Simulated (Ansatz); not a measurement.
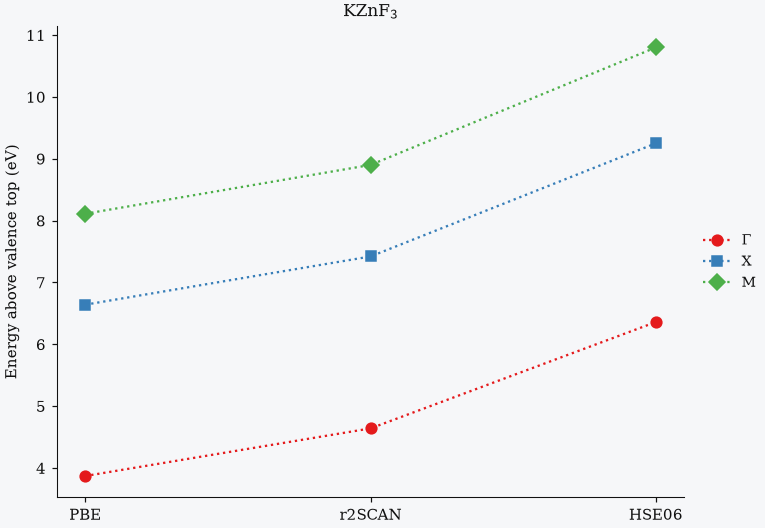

Lowest conduction level at each named k point, counted from the valence-band top at M, by several methods on one cell of cubic perovskite-type KZnF₃, space group Pm-3m, 5 atoms in the cell, relaxed with r2SCAN; cubic a = 4.046 Å. All runs are without spin-orbit coupling and carry no moments. The cell is at 5 GPa in PBE.

Does HSE06 shift these levels rigidly from PBE?

The shifts are +2.49 eV at Γ, +2.61 eV at X and +2.69 eV at M, and at points that aren't plotted +2.47 eV (R): over the named points that both runs hold, a spread of 0.22 eV on a mean of 2.57 eV, so one shift describes them only roughly.

How do the methods rank at Γ?

From low to high: PBE 3.87, r2SCAN 4.64, HSE06 6.36 eV.

Do the methods agree on which of these conduction levels is lowest?

Yes: all put it at Γ.

| method | program | Γ (eV) | X (eV) | M (eV) |
| --- | --- | --- | --- | --- |
| PBE | Ansatz | 3.87 | 6.64 | 8.11 |
| r2SCAN | Ansatz | 4.64 | 7.42 | 8.90 |
| HSE06 | Ansatz | 6.36 | 9.25 | 10.80 |

Settings. PBE: Ansatz PAW set, 6×6×6 k mesh, 420 eV cutoff, Fermi-Dirac smearing of 0.02 eV (Ansatz 0.2.0). r2SCAN: Ansatz PAW set, 6×6×6 k mesh, 500 eV cutoff, fixed occupations (Ansatz 0.2.0). HSE06: Ansatz PAW set, 4×4×4 k mesh, 420 eV cutoff, fixed occupations (Ansatz 0.2.0).

The cell was built by a generator and needn't be a form met in nature. LDA, GGA and most meta-GGA functionals understate gaps. r2SCAN and HSE06: the PAW data sets were made with another functional.
